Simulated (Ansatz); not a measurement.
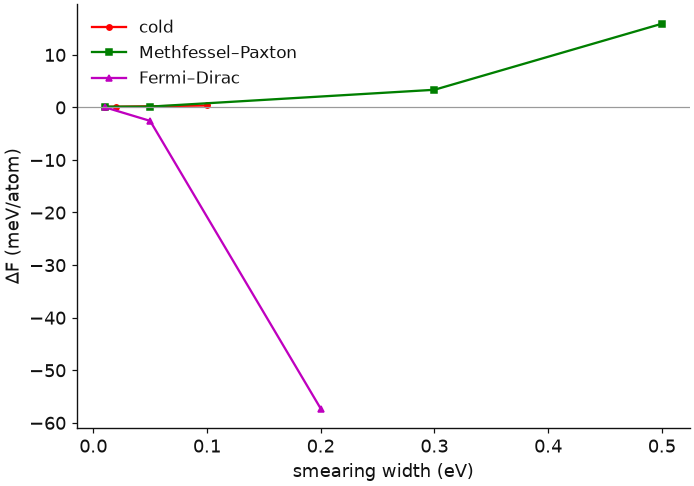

Free energy against smearing width for several smearing schemes.
AlNi3 (Fm-3m, 4 atoms in the cell); Ansatz, DFT PBEsol, scalar-relativistic, plane waves, PAW; cutoff 420 eV, 14×14×14 k-mesh, no spin polarisation.
ΔF is counted from the tetrahedron result.

How far does each scheme shift the free energy at its largest width?

Answer. Cold smearing: within 1 meV/atom of zero at 0.1 eV. Methfessel–Paxton smearing: 16 meV/atom at 0.5 eV. Fermi–Dirac smearing: −57 meV/atom at 0.2 eV. Plain smearing lowers the free energy by a term of second order in the width; Methfessel–Paxton and cold smearing are built to cancel that term.
